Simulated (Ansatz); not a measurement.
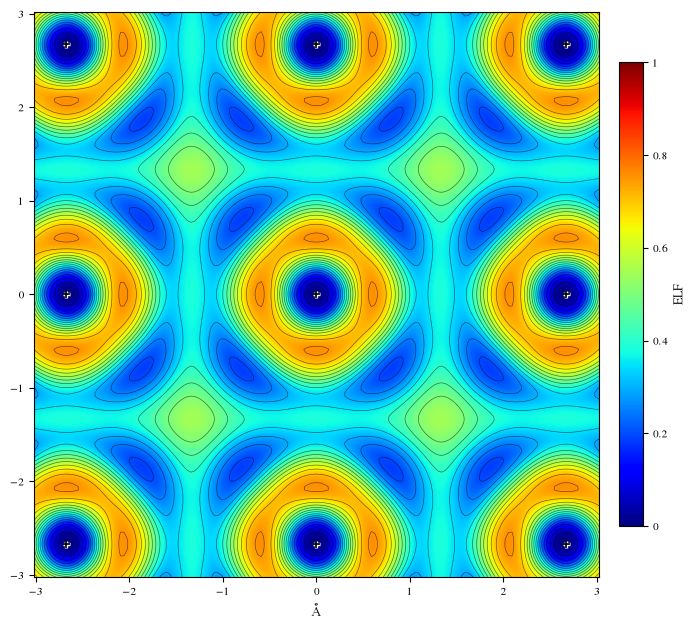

The electron localisation function on a plane through atoms (crosses mark nuclei in the plane).

Theory: DFT, PBEsol, plane waves (420 eV) with PAW, scalar-relativistic in Ansatz.

Candidates:
A. Ta, a = 2.67 Å, b = 2.67 Å, c = 2.67 Å, α = 90.00°, β = 90.00°, γ = 90.00°. Space group Pm-3m; set up as Ta, simple cubic; a generated structure, not necessarily the stable one; changed on purpose from its base cell (volume × 0.96); computed pressure about 7 GPa in this cell; computed without spin polarisation.
B. Cr, a = 2.35 Å, b = 2.35 Å, c = 4.21 Å, α = 90.00°, β = 90.00°, γ = 120.00°. Space group P6₃/mmc; set up as Cr, hcp; a generated structure, not necessarily the stable one; changed on purpose from its base cell (volume × 0.88); computed pressure about 43 GPa in this cell; the program warned that a starting moment wasn't kept; spin-polarised, but the moments vanished.
C. Ru, a = 2.38 Å, b = 2.38 Å, c = 2.38 Å, α = 90.00°, β = 90.00°, γ = 90.00°. Space group Pm-3m; set up as Ru, simple cubic; a generated structure, not necessarily the stable one; changed on purpose from its base cell (volume × 0.88); computed pressure about 43 GPa in this cell; computed without spin polarisation.

Which candidate gave the map?

Candidate A: Ta on the (010) plane of the conventional cell, which holds Ta. Ta–Ta (2.67 Å): the ELF is about 0.40 at the midpoint.
